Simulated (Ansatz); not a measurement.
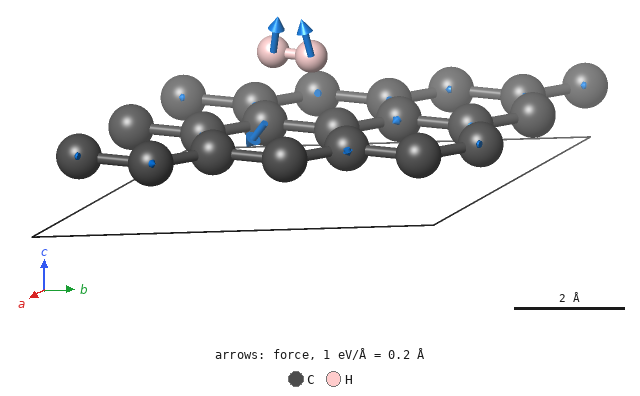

Starting geometry of a slab of composition HC9 with the computed forces as blue arrows. The picture is a ball-and-stick view of the cell of the calculation, outlined in the plane, without the vacuum (origin shifted), seen slightly off an axis.

It is H2 on graphene monolayer, set down by a guess. The run prepares the start of a later molecular dynamics calculation, from a guessed geometry.

Level of theory: DFT r2SCAN-D3(BJ), scalar-relativistic, plane waves, PAW in Ansatz. Set-up: plane-wave cutoff 500 eV; k-point mesh 2 × 2 × 1; occupations fermi dirac; smearing width 0.05 eV; no spin polarisation; atoms relaxed in a fixed cell; force threshold 0.08 eV/Å; at most 25 steps.

### Is this structure relaxed? If not, where do the atoms go?

It isn't relaxed: the largest force vector, on H atoms, is 3.70 eV/Å. The final displacements follow the starting forces only in part (cosine between the two patterns 0.71). After 9 geometry steps the energy has fallen by 2.979 eV per cell of the calculation. Largest force component: 3.6 eV/Å at the start, 0.079 eV/Å at the end. The largest move relative to the layer's centre is that of an H atom, 1.52 Å at 15° to the normal (+c side). Largest moves by element: H 1.52 Å, C 0.16 Å. The lattice vectors keep their values. Near-neighbour distances that change, for instance: H–H 0.780 → 0.744 Å, C–C 1.424 → 1.439 Å, C–C 1.424 → 1.415 Å. Cost: 3.3 min on 2 threads of AMD EPYC 7R43 64-Core Processor (Zen 3), with other jobs on the host, peak memory 1.3 GiB.

Limits of the set-up: the program's low-accuracy preset was used; the periodic images lie only 7.4 Å apart, so the values are limited by the cell's size.
